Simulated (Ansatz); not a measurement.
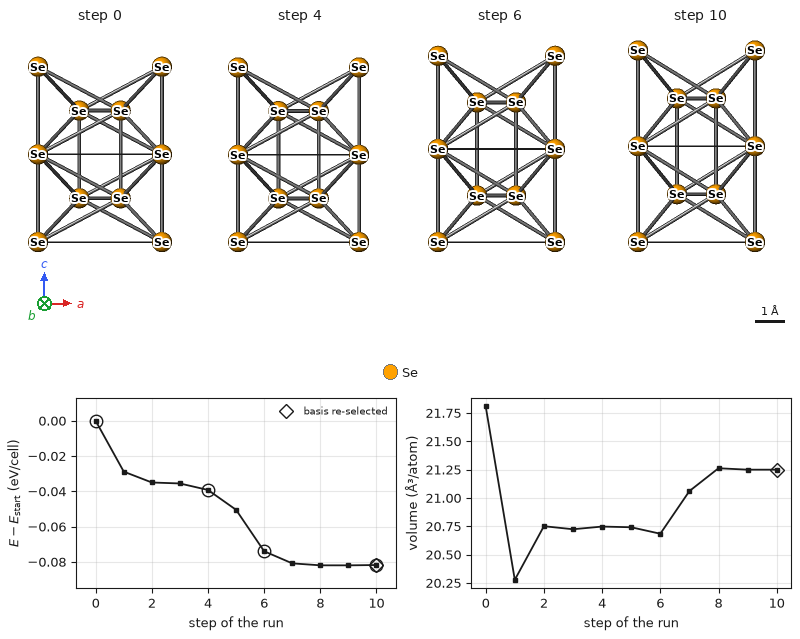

Frames of a relaxation of a crystal of Se (a generated structure, set up in P6/mmm), marked on the history of the run. Style: ball-and-stick. Shown: the cell of the calculation, repeated 1 × 1 × 2 with one cell outlined, along the b axis.

Phase: omega (AlB2-type).

Theory: DFT, PBE, plane waves (420 eV) with PAW, scalar-relativistic (Ansatz 0.2.0).

Input file:
```yaml
crystal:
  lattice:
    - [4.9764452362, 0.0, 0.0]
    - [-2.4882226181, 4.3097279951, 0.0]
    - [0.0, 0.0, 3.0505609298]
  atoms:
    - { symbol: Se, position: [0.0, 0.0, 0.0] }
    - { symbol: Se, position: [0.3333333333, 0.6666666667, 0.5] }
    - { symbol: Se, position: [0.6666666667, 0.3333333333, 0.5] }
hamiltonian:
  xc: pbe
  pseudopotentials:
    kind: paw
    azcp:
      Se: "pseudopotentials/Se.paw.azcp"
basis:
  ecutwfc: 420
  fft_grid_basis: typed
kpoints:
  mp_grid: { grid: [7, 7, 10], shift: [0, 0, 0] }
magnetization:
  spin_polarized: false
scf:
  occupations: { method: fermi_dirac, width: 0.1 }
relax:
  max_steps: 60
  f_tol: 0.01
  cell: {}
```

Launched with:
```bash
ansatz run input.yaml --threads 1 --pin off --max-ram 3584MiB --backend cpu --events-out ev --progress --plain --runs-dir out
```

Question: What happens along the run?

Answer: The energy falls by 81.7 meV per cell of the calculation in 9 accepted moves (10 points after the start). All forces vanish by symmetry, so only the cell relaxes. Pressure: −3.19 GPa at the start and 0.00 GPa at the end. At 1 point the geometry stayed and the basis and grid were re-selected for the new cell (energy shift of 0.2 meV per cell of the calculation at most each time). No atom moves by more than 0.005 Å relative to the cell. Cell: a = b 4.976 → 4.699 Å (−5.6 %), c 3.051 → 3.334 Å (+9.3 %). Volume −2.6 %. Near-neighbour distances that change, for instance: Se1–Se1 3.051 → 3.334 Å, Se2–Se3 2.873 → 2.713 Å, Se1–Se2 3.253 → 3.184 Å. The space group stays P6/mmm (No. 191). The run took 77 s on 1 thread of Intel(R) Xeon(R) Platinum 8259CL CPU @ 2.50GHz (Skylake/Cascade Lake) (shared host), peak memory 0.57 GiB. From step 0 to 4: volume −4.9 %, energy −39.2 meV per cell of the calculation. From step 4 to 6: volume −0.3 %, energy −34.7 meV per cell of the calculation. From step 6 to 10: volume +2.7 %, energy −7.8 meV per cell of the calculation.
